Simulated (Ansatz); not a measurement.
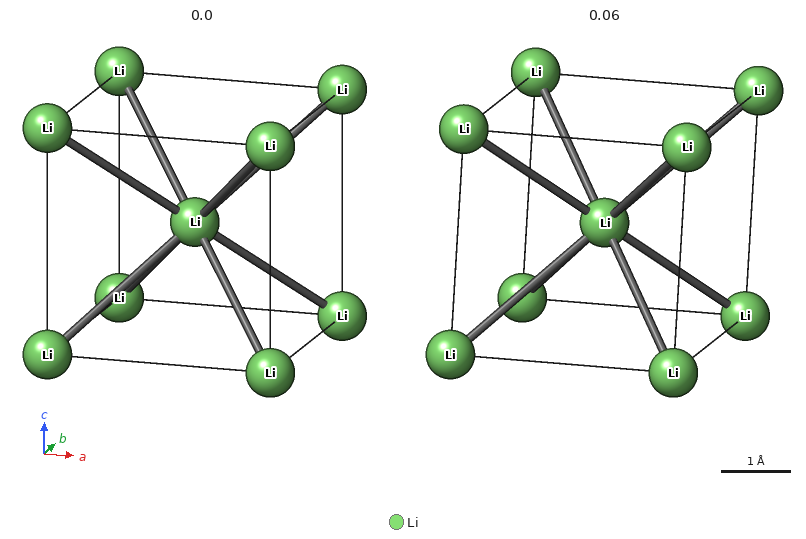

A crystal of Li (set up in Im-3m), under shear of c along a (cell held, atoms fixed by symmetry), with energies (extrapolated to zero smearing) counted from the relaxed crystal, which is the row at zero. The picture shows the first and the last member. A ball-and-stick model of the cell of the calculation, seen slightly off an axis.

Computed with Ansatz 0.2.0: DFT PBE, scalar-relativistic, plane waves, PAW. Set-up: plane-wave cutoff 420 eV; k-point mesh 16 × 16 × 16; occupations gaussian; smearing width 0.1 eV; no spin polarisation.

| strain | energy (meV/atom) | a (Å) | c (Å) |
| --- | --- | --- | --- |
| 0.0 | 0.00 | 3.432 | 3.432 |
| 0.01 | 0.06 | 3.432 | 3.433 |
| 0.02 | 0.25 | 3.432 | 3.433 |
| 0.03 | 0.56 | 3.432 | 3.434 |
| 0.04 | ? | ? | ? |
| 0.06 | 2.36 | 3.432 | 3.439 |

**One row is withheld. What does the calculation give there?**

A parabola through three neighbouring rows (0.02, 0.03, 0.06) gives, with Lagrange weights, (−0.5000)(0.25) + (1.3333)(0.56) + (0.1667)(2.36) = 1.02 meV/atom. The calculation gives 1.01 meV/atom (a = 3.432 Å, c = 3.435 Å). The estimate is 0.01 meV/atom too high. From the first member to the last: Li–Li 2.973 → 3.033 Å, Li–Li 2.973 → 2.914 Å.

The whole series:

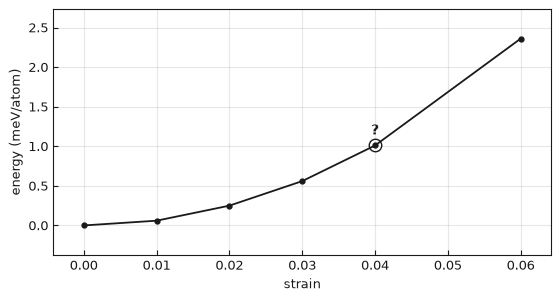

Each member starts from this one structure; whether another phase lies lower wasn't checked.
